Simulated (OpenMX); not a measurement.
```yaml
crystal:
  lattice:
    - [2.98399, 0.00000, 0.00000]
    - [-1.49200, 2.58421, 0.00000]
    - [0.00000, 0.00000, 24.74567]
  atoms:
    - { symbol: Ta, position: [0.66667, 0.33333, 0.30308] }
    - { symbol: Ta, position: [0.33333, 0.66667, 0.40154] }
    - { symbol: Ta, position: [0.00000, 0.00000, 0.50000] }
    - { symbol: Ta, position: [0.66667, 0.33333, 0.59846] }
    - { symbol: Ta, position: [0.33333, 0.66667, 0.69692] }
```

All numbers below come from Kohn-Sham DFT of a periodic cell, PBE, OpenMX 2013 PBE set in OpenMX 3.8.5.

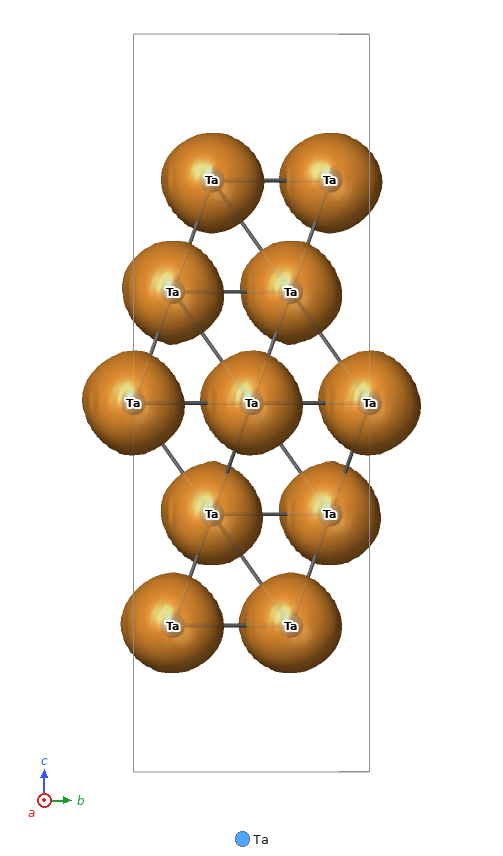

Ta (slab). Isosurface of the valence pseudo-density at 0.4 e/Å³ (orange), seen along the a axis. Sticks mark near contacts.

Core electrons are replaced by pseudopotentials, and the valence fields are smoothed inside the atomic spheres.

> Which contacts does the surface bridge?

At this value the density breaks into separate islands; it holds about 75 % of the electrons treated as valence. It bridges none of the near contacts. It is pinched off along the sampled Ta–Ta (2.98 Å) contacts. On the grid the lowest density along these lines, outside the cores, is 0.28 e/Å³ (Ta–Ta, 2.98 Å).
